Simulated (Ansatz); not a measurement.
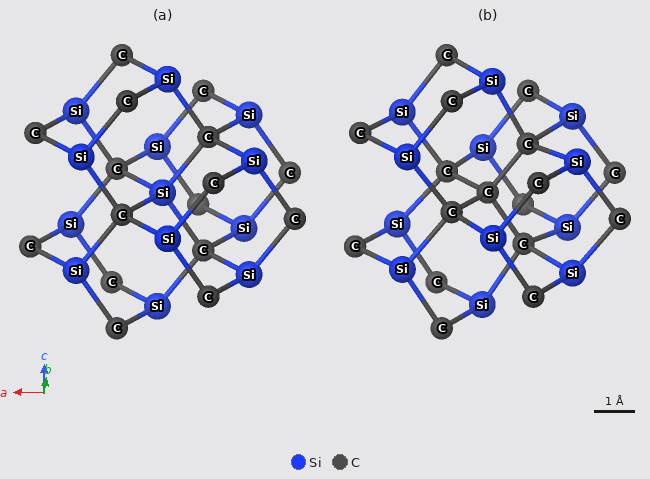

Left: perfect SiC. Right: the same region with one point defect, after relaxing the atoms in a supercell of 64 sites. A ball-and-stick model of the atoms within 3.8 Å of one point, seen from a free direction.

Theory: DFT, PBEsol, PAW, plane waves (Ansatz). Settings: plane-wave cutoff 420 eV; k-point mesh 1 × 1 × 1; mesh shifted by (0.25, 0.25, 0.25); collinear spin. Fermi-Dirac smearing of 0.01 eV. A uniform background neutralises the charged cell. The axes drawn are those of the host's conventional cell.

> Which defect is it?

A silicon atom is replaced by carbon.

The charge state of the cell is −2.

> How does the lattice respond?

In the host the Si atom has 4 C at 1.89 Å; the C atom ends with 4 C at 1.65 to 1.67 Å. Of the host's atoms, a carbon atom moves furthest from its site, by 0.23 Å. The cell's net moment is 2.00 μB.

Limits of the set-up: the cell is charged, on a uniform background, and energies carry no finite-size correction.
